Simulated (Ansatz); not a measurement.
# Si₃Ge: what the fields show

Input

```
crystal:
  lattice:
    - [5.48624872, -0.0015647092, -0.0015647092]
    - [0.0015647092, -5.48624872, 0.0015647092]
    - [0.0015647092, 0.0015647092, -5.48624872]
  atoms:
    - { symbol: Ge, position: [0.7529129007, 0.7470870993, 0.7470870993] }
    - { symbol: Si, position: [0.2474110924, 0.2525889076, 0.7472970328] }
    - { symbol: Si, position: [0.2474110924, 0.7472970328, 0.2525889076] }
    - { symbol: Si, position: [0.7527029672, 0.2525889076, 0.2525889076] }
    - { symbol: Ge, position: [0.4970870993, 0.0029129007, 0.0029129007] }
    - { symbol: Si, position: [0.0025889076, 0.4974110924, 0.0027029672] }
    - { symbol: Si, position: [0.0025889076, 0.0027029672, 0.4974110924] }
    - { symbol: Si, position: [0.4972970328, 0.4974110924, 0.4974110924] }
basis:
  ecutwfc: 420
kpoints:
  mp_grid: { grid: [8, 8, 8] }
hamiltonian:
  xc: pbesol
scf:
  occupations: { method: fixed }
output:
  forces: true
  stress: true
  eigenvalues: true
  write_density: true
  write_potential: true
  elf: true
  volumetric_format: npy
relax:
  adjacent_minimum: "off"
  f_tol: 0.0015
  max_steps: 50
  cell: { stress_tol: 0.02 }
```

Run with:

```sh
ansatz run input.yaml --threads 2 --pin off --max-ram 5120MiB --backend cpu --events-out ev --progress --plain --runs-dir out
```

Below, planes, directions and counts refer to the conventional cell (a = 7.76 Å, b = 7.76 Å, c = 9.50 Å, α = 90.00°, β = 90.00°, γ = 120.00°).

The fields are those of the relaxed geometry.

Space group R-3m; a generated structure, not necessarily the stable one.

These are results of Ansatz 0.2.0, DFT PBEsol, scalar-relativistic, plane waves, PAW, not measurements.

Core electrons are frozen (PAW), and the valence fields are smoothed inside the atomic spheres.

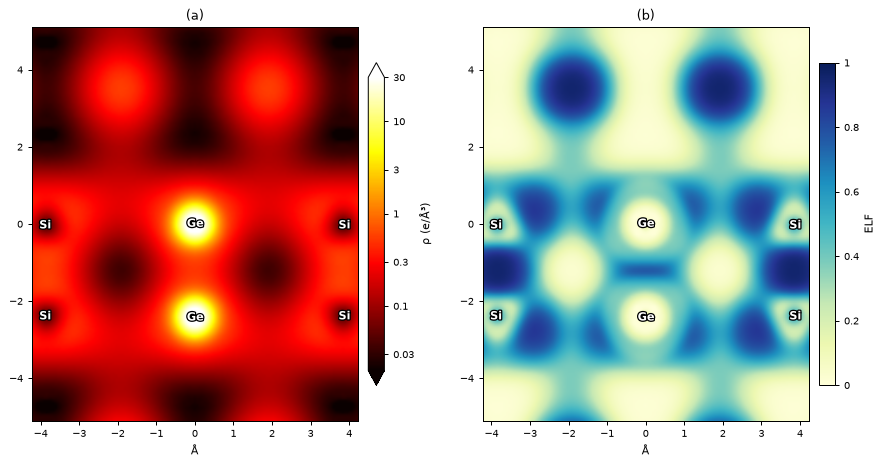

Figure 1. (a) valence charge density (pseudo); (b) electron localisation function on the (100) plane of the conventional cell.

Question: Interpret the plot.

Answer:
- Atoms in the plane: Ge and Si.
- Si–Si (2.36 Å): ρ is about 0.56 e/Å³ halfway; the ELF peaks at about 0.95 between the atoms (a covalent bond).
- Ge–Ge (2.43 Å): ρ is about 0.52 e/Å³ halfway; the ELF peaks at about 0.75 between the atoms (a shared electron pair).
- Between the atoms the lowest density in this plane is 0.01 e/Å³.

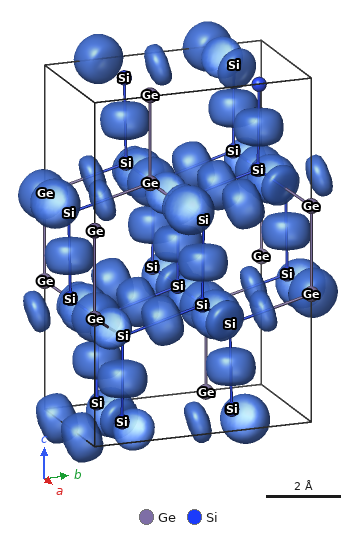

Figure 2. Isosurface of the electron localisation function at 0.8 (blue), seen slightly off an axis. Core shells and regions of very low density are left out. Sticks mark near contacts.

Question: What do the ELF domains correspond to?

Answer: The ELF exceeds this value in 18 regions between bonded Ge–Si atoms (shared pairs) and 27 regions between bonded Si–Si atoms (shared pairs), counted in one cell of 24 atoms. Any copies at cell faces, edges or corners count once. Along the contacts the grid gives the following. Si–Ge (2.39 Å): the ELF peaks at about 0.90 between the atoms (localised, covalent bonding).

Question: Metal or insulator at this level of theory?

Answer: It is gapped, with a Kohn–Sham gap of 0.32 eV on the k-point mesh, an upper bound to the gap of this method.
